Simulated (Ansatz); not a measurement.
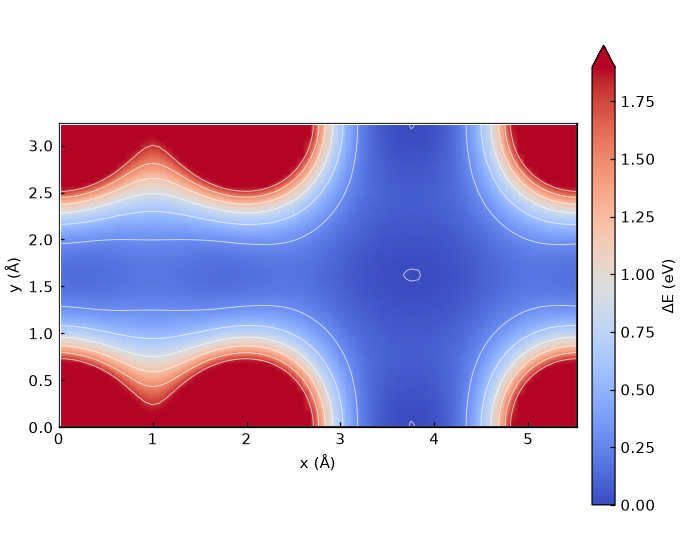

ZnO (P4_2/mnm phase) with one H guest (9 atoms in the cell). A guest moved over a lattice plane through the rigid host; the plane is (1 0 0) of the conventional cell, half-way across the widest gap between atomic layers, origin above O5. Places are given modulo a cell vector. The map is drawn in real space over the plane of the scan. Nothing is relaxed (host rigid, guest held in the plane). Grid: 10 × 10 points; 60 points were computed and 40 follow by symmetry. All energies are given in eV per cell relative to the lowest grid point. This map comes from DFT PBEsol, scalar-relativistic, plane waves, PAW in Ansatz. Settings: cutoff 420 eV, k-mesh 4×4×8, gaussian smearing 0.05 eV, no spin polarisation.

Drawn: a smooth colour map with a few white contour lines, the outline of one cell of the plane, one colour for all values above the top of the scale. Between grid points the surface is interpolated.

The lowest grid point is at (7/10, 5/10) of the cell vectors [nearest 1 Zn at 1.97 Å and 1 O at 1.97 Å]. A higher local minimum lies near (7/10, 0/10) of the cell vectors [nearest 1 Zn at 1.93 Å and 1 O at 1.94 Å] (0.0038 eV above the lowest at that grid point). Relaxing all atoms from the lowest point lowers the energy by a further 0.33 eV. The highest grid point, (0/10, 0/10) of the cell vectors [nearest 1 Zn at 1.00 Å and 1 O at 1.00 Å], lies 5.75 eV above the lowest. On the interpolated surface the easiest way out of the lowest well to a well of about the same depth near (7/10, 0/10) of the cell vectors [nearest 1 Zn at 1.93 Å and 1 O at 1.94 Å] passes a barrier of about 0.073 eV.

The level of theory is changed to DFT PBE, scalar-relativistic, plane waves, PAW in Ansatz 0.2.0; with it change the cell, relaxed at the new level (first cell vector 5.610 Å, before 5.515 Å); the new grid has 8 × 8 points.

**What does this change do to the map?**

The minimum (interpolated where it lies between grid points) moves from about (0.68, 0.50) of the cell vectors to about (0.31, 0.50) of the cell vectors. The span from the lowest to the highest grid point shrinks from 5.75 to 5.27 eV. The easiest pass out of the lowest well goes from about 0.073 to about 0.071 eV on the interpolated surfaces.

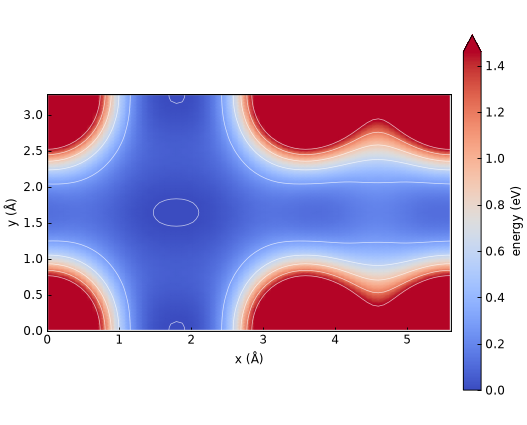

The map after the change, on a colour scale of its own. Drawn: a smooth colour map with a few white contour lines, the outline of one cell of the plane, one colour for all values above the top of the scale. Between grid points the surface is interpolated.

PAW datasets: the set soft_1.
